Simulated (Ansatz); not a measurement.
C₆H: geometry relaxation (part 1 of 3)

System: C₆H (slab, 7 atoms in the cell).
Method: DFT PBE+D3(BJ), scalar-relativistic, plane waves, PAW, spin-polarised (Ansatz 0.2.0).

The structure derives from an entry of the Crystallography Open Database. The input holds or restrains some coordinates. Forces given for the steps count only the free coordinates. It belongs to a series of runs on one base structure; here: H put at a top C site.

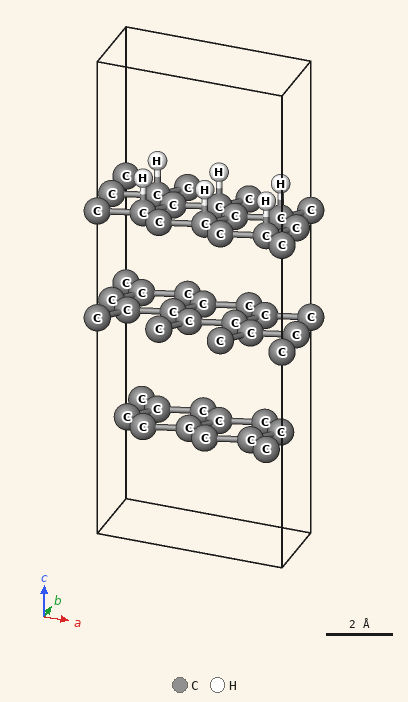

Figure 1. The input geometry (ball-and-stick view of the 3 × 2 repeat of the cell, with the vacuum cut short, seen slightly off an axis). An atom can appear more than once, as a periodic image. Near neighbours in the periodic cell (some may lie outside the picture): C has 3 C at 1.42 Å; C has 3 C at 1.42 Å and 1 H at 1.08 Å; H has 1 C at 1.08 Å.

Input file
```yaml
crystal:
  lattice:
    - [2.4650495083, 0.0, 0.0]
    - [-1.2325247542, 2.1347954958, 0.0]
    - [0.0, 0.0, 25.6987123419]
  atoms:
    - { symbol: C, position: [0.6666666667, 0.3333333333, 0.3307558716] }
    - { symbol: C, position: [0.3333333333, 0.6666666667, 0.3308185209] }
    - { symbol: C, position: [0.3333333333, 0.6666666667, 0.4610562199] }
    - { symbol: C, position: [0.0, 0.0, 0.4611188691] }
    - { symbol: C, position: [0.0, 0.0, 0.5913565682] }
    - { symbol: C, position: [0.6666666667, 0.3333333333, 0.5914192174] }
    - { symbol: H, position: [0.6666666667, 0.3333333333, 0.6334446693], spin: 1.0 }
basis:
  ecutwfc: 420
kpoints:
  mp_grid: { grid: [12, 12, 1] }
hamiltonian:
  xc: pbe
  dispersion: d3bj
scf:
  occupations: { method: gaussian, width: 0.05 }
output:
  forces: true
  eigenvalues: true
  populations: true
  write_density: true
  write_potential: true
  elf: true
  volumetric_format: npy
magnetization:
  spin_polarized: true
relax:
  adjacent_minimum: "off"
  f_tol: 0.03
  max_steps: 70
  constraints: [{ sites: [0, 1] }]
efield:
  axis: 3
  dipole_correction: true
  ramp_width: 0.04
```

Launch command:
```bash
ansatz run input.yaml --threads 1 --pin off --max-ram 2560MiB --backend cpu --events-out ev --progress --plain --runs-dir out
```

What the program printed
```
Engine: ansatz 0.2.0, aarch64-unknown-linux-gnu
Pseudopotentials: kind: paw
Pseudopotential: C, paw, valence charge 4, recommended cutoff 420 eV (normal), C.paw.azcp
Pseudopotential: H, paw, valence charge 1, recommended cutoff 420 eV (normal), H.paw.azcp
Functional definition: PBE
  parameter kappa = 0.804
  parameter beta = 0.06672455060314922
  exchange = pbe_x(kappa = kappa, mu = beta*pi^2/3)
  correlation = pbe_c(beta = beta)
Crystal: 7 atoms, lattice volume = 135.236 Å³
Basis set: ecut = 420 eV, 2551 PW (Γ), exchange–correlation on 36×36×360 points (8 copies of the dense FFT grid, shifted against one another)
Bands: 20, of which v1, the nominal top of the filled ones, is band 13 counted from 1 (12 counted from 0)
Symmetry: 6 space group operations
k-points: 19 of 144 (time reversal used)
Non-local potential: C, projectors of the file, l = 0: 2, l = 1: 2, l = 2: 1
Non-local potential: H, projectors of the file, l = 0: 2, l = 1: 1
PAW form: soft (Blöchl's): semilocal exchange-correlation on the pseudo side does not see the compensation charge
PAW one-centre angular grid: C, 110 points (default); XC on 64 Gauss nodes
PAW one-centre angular grid: H, 110 points (default); XC on 64 Gauss nodes
Starting moments: Σ|m| = 1 μB on 1 of 7 sites
Initial wavefunctions: pseudopotential atomic-orbital guess
Functional: x = pbe(κ = 0.804, μ = 0.2195149727645171), c = pbe(β = 0.06672455060314922)
SCF iter   1: F=—  HF=-1523.118792 eV  |F-HF|=—  |Δ(HF+E_count)|=         —  Δρ=4.58e-2 (↑4.45e-2 ↓4.58e-2)  dr2=1.04e1  dr2_m=2.90e-1  M=0.125 μB ∫|m|=0.219 μB  β_m=0.30  ethr=3.10e-3  p=0.000 e·Å  D=3.42e-7 V/Å  ΔV_dip=-0.00 eV  dr2_dipole=2.38e-1  V_vac-E_F(+/−)=7.32/7.32 eV  ⟨swp⟩=8.5  Hψ=5020  notcnv=0  defer=1
efield: sawtooth ramp at fractional position 0.9621 (placed from the atoms, in the widest stretch of the axis that holds none; the zero of the levels goes with the place), width 0.0400; the density the first Hamiltonian is built on has a dipole p = 0.000 e·Å; the dipole correction subtracts the counter field D = 3.42e-7 V/Å, which shifts the + side's vacuum level by -0.00 eV against the − side's; the planar-averaged density in the ramp window peaks in size at 1.5e-6 e/Å³
preconditioner: auto → none  [insulator: Δε(μ)=0.354 eV  Ē_g=17.041 eV  σ=0.050 eV  W_gap=0.50  n_scr=16 (ndim 8)  ℏωp=16.0 eV  f_vac=0.564  D(μ)=0.94/eV (n_scr^D=8)  ε∞_Penn≈1.9]
SCF iter   2: F=—  HF=-1520.771250 eV  |F-HF|=—  |Δ(HF+E_count)|=    2.35e0  Δρ=3.12e-2 (↑2.62e-2 ↓3.12e-2)  dr2=1.09e1  dr2_m=1.33e-1  M=0.313 μB ∫|m|=0.371 μB  β_m=0.30  ethr=3.10e-3  p=0.179 e·Å  D=2.39e-1 V/Å  ΔV_dip=-6.15 eV  dr2_dipole=4.11e0  V_vac-E_F(+/−)=2.24/8.39 eV  ⟨swp⟩=4.8  Hψ=2150  notcnv=0  defer=90  κ⁻¹=1.0e0(r=1)
preconditioner: auto → LDOS  [metal: Δε(μ)=0.023 eV  Ē_g=15.461 eV  σ=0.050 eV  W_gap=0.25  n_scr=16 (ndim 8)  ℏωp=16.0 eV  f_vac=0.572  D(μ)=0.89/eV (n_scr^D=8)]
spin=Collinear: LDOS preconditioning applied to the charge; magnetization (m = ρ↑ − ρ↓) channel mixes plain (no charge-response kernel on spin).
SCF iter   3: F=—  HF=-1521.210436 eV  |F-HF|=—  |Δ(HF+E_count)|=   4.39e-1  Δρ=2.60e-2 (↑2.60e-2 ↓2.58e-2)  dr2=2.18e1  dr2_m=1.04e-1  M=0.130 μB ∫|m|=0.177 μB  β_m=0.30  ethr=3.10e-3  p=-0.084 e·Å  D=-1.12e-1 V/Å  ΔV_dip=2.87 eV  dr2_dipole=9.42e0  V_vac-E_F(+/−)=6.25/3.38 eV  ⟨swp⟩=4.0  Hψ=1769  notcnv=0  defer=98  κ⁻¹=3.1e-2(r=2)
SCF iter   4: F=—  HF=-1519.956269 eV  |F-HF|=—  |Δ(HF+E_count)|=    1.25e0  Δρ=1.54e-2 (↑1.04e-2 ↓1.54e-2)  dr2=1.75e0  dr2_m=5.00e-2  M=0.164 μB ∫|m|=0.206 μB  β_m=0.30  ethr=3.10e-3  p=0.112 e·Å  D=1.50e-1 V/Å  ΔV_dip=-3.84 eV  dr2_dipole=6.06e-1  V_vac-E_F(+/−)=2.12/5.96 eV  ⟨swp⟩=4.2  Hψ=2005  notcnv=0  defer=93  κ⁻¹=8.6e-4(r=3)
SCF iter   5: F=—  HF=-1519.821091 eV  |F-HF|=—  |Δ(HF+E_count)|=   1.35e-1  Δρ=8.35e-3 (↑5.89e-3 ↓8.35e-3)  dr2=3.46e-1  dr2_m=3.51e-2  M=0.080 μB ∫|m|=0.126 μB  β_m=0.30  ethr=3.10e-3  p=-0.006 e·Å  D=-7.38e-3 V/Å  ΔV_dip=0.19 eV  dr2_dipole=1.02e-4  V_vac-E_F(+/−)=4.66/4.47 eV  ⟨swp⟩=3.4  Hψ=1669  notcnv=0  defer=98  κ⁻¹=1.8e-4(r=4)
SCF iter   6: F=—  HF=-1519.805340 eV  |F-HF|=—  |Δ(HF+E_count)|=   1.58e-2  Δρ=6.75e-3 (↑4.21e-3 ↓6.75e-3)  dr2=2.09e-1  dr2_m=1.96e-2  M=0.082 μB ∫|m|=0.116 μB  β_m=0.30  ethr=1.38e-3  p=0.018 e·Å  D=2.45e-2 V/Å  ΔV_dip=-0.63 eV  dr2_dipole=3.79e-3  V_vac-E_F(+/−)=3.92/4.55 eV  ⟨swp⟩=2.7  Hψ=1261  notcnv=0  defer=87  κ⁻¹=6.3e-5(r=5)
SCF iter   7: F=—  HF=-1519.805661 eV  |F-HF|=—  |Δ(HF+E_count)|=   3.21e-4  Δρ=4.61e-3 (↑2.98e-3 ↓4.61e-3)  dr2=1.57e-1  dr2_m=1.04e-2  M=0.098 μB ∫|m|=0.121 μB  β_m=0.30  ethr=8.36e-4  p=0.048 e·Å  D=6.38e-2 V/Å  ΔV_dip=-1.64 eV  dr2_dipole=4.11e-2  V_vac-E_F(+/−)=3.14/4.78 eV  ⟨swp⟩=3.1  Hψ=1031  notcnv=0  defer=91  κ⁻¹=1.4e-5(r=6)
SCF iter   8: F=—  HF=-1519.810499 eV  |F-HF|=—  |Δ(HF+E_count)|=   4.84e-3  Δρ=2.71e-3 (↑2.71e-3 ↓2.55e-3)  dr2=7.78e-2  dr2_m=6.31e-3  M=0.095 μB ∫|m|=0.112 μB  β_m=0.65  ethr=6.26e-4  p=0.055 e·Å  D=7.37e-2 V/Å  ΔV_dip=-1.89 eV  dr2_dipole=2.52e-2  V_vac-E_F(+/−)=2.82/4.71 eV  ⟨swp⟩=2.4  Hψ=884  notcnv=0  defer=95
Mixer restart at iter 8: flushing history
spin-set hold released at iteration 8 (site moments contracting): the magnetisation degrees of freedom join the quasi-Newton model from the next iteration; the mixer history was flushed
SCF iter   9: F=—  HF=-1519.825405 eV  |F-HF|=—  |Δ(HF+E_count)|=   1.49e-2  Δρ=1.79e-3 (↑1.79e-3 ↓1.44e-3)  dr2=1.25e-1  dr2_m=1.75e-3  M=0.081 μB ∫|m|=0.092 μB  β_m=0.23  ethr=3.11e-4  p=0.015 e·Å  D=2.02e-2 V/Å  ΔV_dip=-0.52 eV  dr2_dipole=7.05e-2  V_vac-E_F(+/−)=2.93/3.45 eV  ⟨swp⟩=3.6  Hψ=1551  notcnv=0  defer=88
density mixer auto → msr1: a metal under ldos (density of states about μ 0.42 of a free-electron gas's, 16 screened modes)
SCF iter  10: F=—  HF=-1519.806589 eV  |F-HF|=—  |Δ(HF+E_count)|=   1.88e-2  Δρ=1.79e-3 (↑1.79e-3 ↓1.44e-3)  dr2=1.01e-2  dr2_m=2.35e-3  M=0.098 μB ∫|m|=0.108 μB  β_m=0.44  ethr=3.11e-4  p=0.038 e·Å  D=5.10e-2 V/Å  ΔV_dip=-1.31 eV  dr2_dipole=3.91e-3  V_vac-E_F(+/−)=2.90/4.21 eV  ⟨swp⟩=2.9  Hψ=1166  notcnv=0  defer=87
SCF iter  11: F=—  HF=-1519.813620 eV  |F-HF|=—  |Δ(HF+E_count)|=   7.03e-3  Δρ=1.48e-3 (↑1.48e-3 ↓1.42e-3)  dr2=4.61e-2  dr2_m=1.15e-3  M=0.083 μB ∫|m|=0.092 μB  β_m=0.32  ethr=4.04e-5  p=0.045 e·Å  D=6.05e-2 V/Å  ΔV_dip=-1.56 eV  dr2_dipole=1.79e-2  V_vac-E_F(+/−)=2.82/4.38 eV  ⟨swp⟩=2.8  Hψ=1312  notcnv=0  defer=86  recentre
SCF iter  12: F=—  HF=-1519.812011 eV  |F-HF|=—  |Δ(HF+E_count)|=   1.61e-3  Δρ=1.02e-3 (↑1.02e-3 ↓8.12e-4)  dr2=4.80e-3  dr2_m=8.67e-4  M=0.061 μB ∫|m|=0.071 μB  β_m=0.39  ethr=4.04e-5  p=0.039 e·Å  D=5.17e-2 V/Å  ΔV_dip=-1.33 eV  dr2_dipole=1.94e-3  V_vac-E_F(+/−)=2.87/4.20 eV  ⟨swp⟩=2.3  Hψ=1103  notcnv=0  defer=86
SCF iter  13: F=—  HF=-1519.813836 eV  |F-HF|=—  |Δ(HF+E_count)|=   1.83e-3  Δρ=4.55e-4 (↑4.55e-4 ↓3.21e-4)  dr2=6.42e-4  dr2_m=1.31e-4  M=0.061 μB ∫|m|=0.066 μB  β_m=0.57  ethr=1.92e-5  p=0.041 e·Å  D=5.42e-2 V/Å  ΔV_dip=-1.39 eV  dr2_dipole=1.14e-5  V_vac-E_F(+/−)=2.86/4.25 eV  ⟨swp⟩=2.6  Hψ=1252  notcnv=0  defer=86
SCF iter  14: F=—  HF=-1519.814513 eV  |F-HF|=—  |Δ(HF+E_count)|=   6.77e-4  Δρ=5.64e-4 (↑5.64e-4 ↓4.73e-4)  dr2=1.79e-2  dr2_m=2.19e-5  M=0.075 μB ∫|m|=0.079 μB  β_m=0.73  ethr=2.57e-6  p=0.043 e·Å  D=5.79e-2 V/Å  ΔV_dip=-1.49 eV  dr2_dipole=8.34e-3  V_vac-E_F(+/−)=2.82/4.31 eV  ⟨swp⟩=2.7  Hψ=1141  notcnv=0  defer=86  recentre
SCF iter  15: F=—  HF=-1519.814035 eV  |F-HF|=—  |Δ(HF+E_count)|=   4.78e-4  Δρ=4.36e-4 (↑4.36e-4 ↓1.75e-4)  dr2=2.84e-3  dr2_m=8.24e-5  M=0.057 μB ∫|m|=0.061 μB  β_m=0.79  ethr=2.57e-6  p=0.040 e·Å  D=5.29e-2 V/Å  ΔV_dip=-1.36 eV  dr2_dipole=9.07e-4  V_vac-E_F(+/−)=2.86/4.22 eV  ⟨swp⟩=1.9  Hψ=902  notcnv=0  defer=86
SCF iter  16: F=—  HF=-1519.813909 eV  |F-HF|=—  |Δ(HF+E_count)|=   1.26e-4  Δρ=1.51e-4 (↑1.51e-4 ↓6.82e-5)  dr2=1.70e-4  dr2_m=1.07e-5  M=0.061 μB ∫|m|=0.064 μB  β_m=0.89  ethr=2.57e-6  p=0.040 e·Å  D=5.38e-2 V/Å  ΔV_dip=-1.38 eV  dr2_dipole=1.36e-5  V_vac-E_F(+/−)=2.87/4.25 eV  ⟨swp⟩=1.8  Hψ=1004  notcnv=0  defer=83
SCF iter  17: F=—  HF=-1519.813938 eV  |F-HF|=—  |Δ(HF+E_count)|=   2.86e-5  Δρ=1.06e-4 (↑1.06e-4 ↓1.00e-4)  dr2=1.02e-3  dr2_m=7.36e-7  M=0.065 μB ∫|m|=0.068 μB  β_m=0.78  ethr=6.82e-7  p=0.041 e·Å  D=5.42e-2 V/Å  ΔV_dip=-1.39 eV  dr2_dipole=5.27e-4  V_vac-E_F(+/−)=2.87/4.27 eV  ⟨swp⟩=1.6  Hψ=831  notcnv=0  defer=83  recentre
SCF iter  18: F=—  HF=-1519.813908 eV  |F-HF|=—  |Δ(HF+E_count)|=   2.95e-5  Δρ=4.81e-5 (↑3.65e-5 ↓4.81e-5)  dr2=1.67e-4  dr2_m=3.57e-7  M=0.063 μB ∫|m|=0.066 μB  β_m=0.89  ethr=6.82e-7  p=0.040 e·Å  D=5.35e-2 V/Å  ΔV_dip=-1.38 eV  dr2_dipole=9.72e-5  V_vac-E_F(+/−)=2.88/4.26 eV  ⟨swp⟩=1.0  Hψ=671  notcnv=0  defer=83
SCF iter  19: F=—  HF=-1519.813907 eV  |F-HF|=—  |Δ(HF+E_count)|=   1.58e-6  Δρ=3.55e-5 (↑3.55e-5 ↓3.42e-5)  dr2=1.29e-4  dr2_m=7.67e-8  M=0.063 μB ∫|m|=0.066 μB  β_m=0.69  ethr=6.67e-7  p=0.040 e·Å  D=5.31e-2 V/Å  ΔV_dip=-1.37 eV  dr2_dipole=6.97e-5  V_vac-E_F(+/−)=2.89/4.26 eV  ⟨swp⟩=1.0  Hψ=672  notcnv=0  defer=83
SCF iter  20: F=—  HF=-1519.813902 eV  |F-HF|=—  |Δ(HF+E_count)|=   4.93e-6  Δρ=1.46e-5 (↑1.46e-5 ↓1.16e-5)  dr2=1.46e-5  dr2_m=1.47e-8  M=0.062 μB ∫|m|=0.065 μB  β_m=0.71  ethr=9.00e-8  p=0.039 e·Å  D=5.26e-2 V/Å  ΔV_dip=-1.35 eV  dr2_dipole=7.01e-6  V_vac-E_F(+/−)=2.91/4.26 eV  ⟨swp⟩=22.3  Hψ=7986  notcnv=0
SCF iter  21: F=-1519.813901 eV  HF=-1519.813901 eV  |F-HF|=1.72e-8  |Δ(HF+E_count)|=   4.60e-7  Δρ=2.89e-6 (↑2.89e-6 ↓1.47e-6)  dr2=2.46e-8  dr2_m=2.20e-9  M=0.062 μB ∫|m|=0.064 μB  ethr=5.86e-8  p=0.039 e·Å  D=5.24e-2 V/Å  ΔV_dip=-1.35 eV  dr2_dipole=5.52e-9  V_vac-E_F(+/−)=2.91/4.25 eV  ⟨swp⟩=12.7  Hψ=5407  notcnv=0
SCF 1 converged in 21 iterations: F = -1519.813901 eV  dr2 = 2.46e-8
  greatest PAW one-centre occupation: 0.681 electrons in one spin orbital (limit 2), on the C atom at site 5 (counted from 0), in its partial waves of l = 0
relax step   1: F+E_penalty+E_count = -1519.81390118 eV  Δ(F+E_penalty+E_count) = +0.000e0 eV  max|allowed force component| = 3.007e0 eV/Å  Δτ_max = 0.0000 Å  (21 SCF iters, dr2 threshold 2.25e-5 eV, accepted)
Initial density: handed on by an earlier stage of this run
Starting moments: Σ|m| = 1 μB on 1 of 7 sites; this step starts from the density that it was given
Initial wavefunctions: those handed on with the density
iter 1 solved again at ethr=1.54e-3 eV; its pass at ethr=3.10e-3 eV (dr2=3.84e-1 eV) is discarded
```
